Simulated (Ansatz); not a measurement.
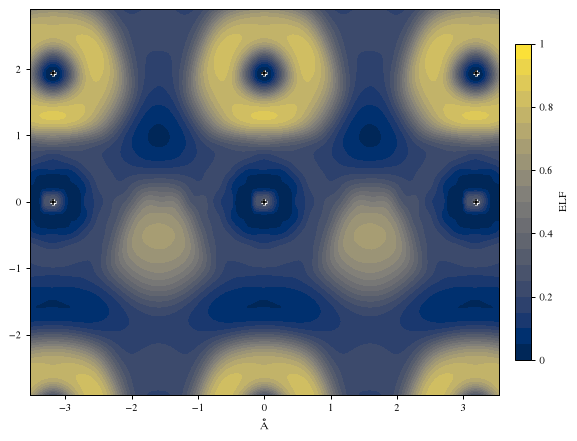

The electron localisation function on a plane through atoms (crosses mark nuclei in the plane).

Theory: DFT, LDA, PAW with Ansatz's default frozen-core files, scalar-relativistic; relaxation of cell and atoms (Ansatz).

Candidates:
A. GaN, a = 3.18 Å, b = 3.18 Å, c = 5.11 Å, α = 90.00°, β = 90.00°, γ = 120.00°. Space group P6₃mc; changed on purpose from its base cell (in-plane strain +0.01, out-of-plane length and atoms relaxed by PAW); computed pressure about −3 GPa in this cell.
B. MoS$_{2}$, a = 3.02 Å, b = 3.02 Å, c = 11.06 Å, α = 90.00°, β = 90.00°, γ = 120.00°. Space group P6₃/mmc; computed pressure about 15 GPa in this cell; computed without spin polarisation.
C. WS$_{2}$, a = 3.11 Å, b = 3.11 Å, c = 11.84 Å, α = 90.00°, β = 90.00°, γ = 120.00°. Space group P6₃/mmc.

Which system is this?

Candidate A: GaN on the (100) plane of the conventional cell, which holds Ga and N. Ga–N (1.94 Å): the ELF peaks at about 0.85 in the valence shell of N, 0.7 Å from its nucleus, and is about 0.50 at the midpoint.
